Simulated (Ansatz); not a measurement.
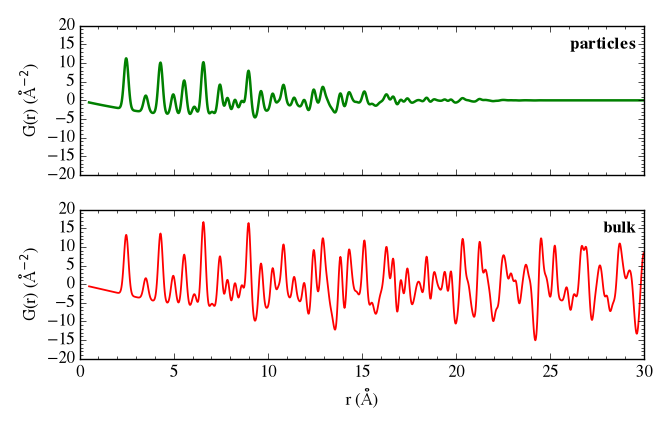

The curve is a calculated X-ray PDF: distances of the static structure, each pair weighted by the product of the atomic numbers (X-ray weights at Q = 0), broadened by Gaussians with σ = 0.12 Å, for spherical particles of Ni with the bulk structure: the bulk G(r) is multiplied by the envelope of a sphere of diameter D, 1 − 3r/2D + r³/2D³, with no surface relaxation. The number density is 0.0918 atoms per Å³. Basis of the simulation: the geometry relaxed with DFT PBE, scalar-relativistic, plane waves, PAW (Ansatz 0.2.0); the starting structure was generated, so it need not be a known form of this composition.

Question: How large are the particles?

Answer: About 25 Å (2.5 nm): the signal is half of the bulk amplitude at r ≈ 8.7 Å and vanishes at r = D, fading from view somewhat earlier.

Question: Roughly how many atoms does one particle hold?

Answer: About 750 (number density 0.0918 Å⁻³ times πD³/6).
